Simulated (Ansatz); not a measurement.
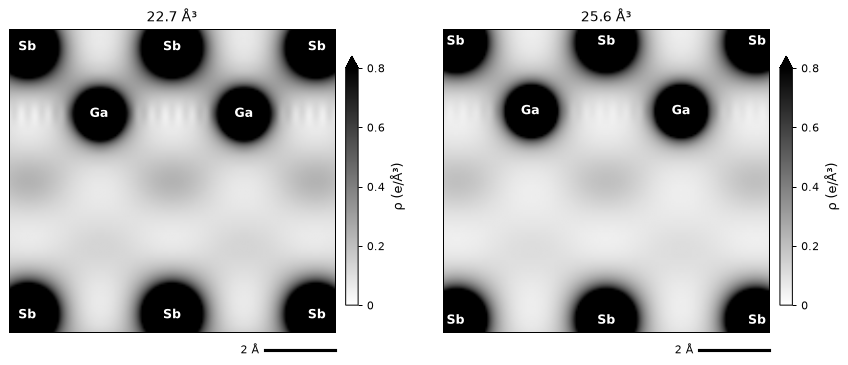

GaSb. The valence pseudo-density of cells scaled evenly to different volumes (given per atom above each panel), on the (110) plane of each (indices in the axes of the cell below), at one length scale and on one colour scale.

A structure from a database of computed crystals, not necessarily the ambient phase.

Method: Kohn-Sham DFT of a periodic cell, PBE0, Ansatz PAW (Ansatz 0.2.0).

In a PAW calculation such maps are meaningful between the atoms, not at the nuclei.

The largest cell:

```cif
data_structure
_symmetry_space_group_name_H-M 'P 1'
_symmetry_Int_Tables_number 1
_cell_length_a 4.2888
_cell_length_b 4.2888
_cell_length_c 4.2888
_cell_angle_alpha 98.222
_cell_angle_beta 98.222
_cell_angle_gamma 135.559
_cell_volume 51.13
loop_
_atom_site_label
_atom_site_type_symbol
_atom_site_fract_x
_atom_site_fract_y
_atom_site_fract_z
_atom_site_occupancy
Sb1 Sb 0.00000 0.00000 0.00000 1
Ga1 Ga 0.75000 0.25000 0.50000 1
```

| volume (Å³/atom) | Ga–Sb contact in the plane (Å) | ρ at its midpoint (e/Å³) | pressure (GPa) | 
| --- | --- | --- | --- |
| 22.67 | 2.807 | 0.318 | 2.1 | 
| 24.12 | 2.866 | ? | ? | 
| 25.57 | 2.922 | 0.269 | −4.4 | 

Q: What values belong in the row with question marks?

A: Over the known rows ln ρ falls by 1.46 per Å of Ga–Sb distance (the line through the two), which gives 0.292 e/Å³ at 2.866 Å; the calculation gives 0.292 e/Å³. For the pressure, a straight line in volume between the neighbouring rows gives −1.1 GPa; the calculation gives −1.7, lower because pressure rises ever faster on compression.
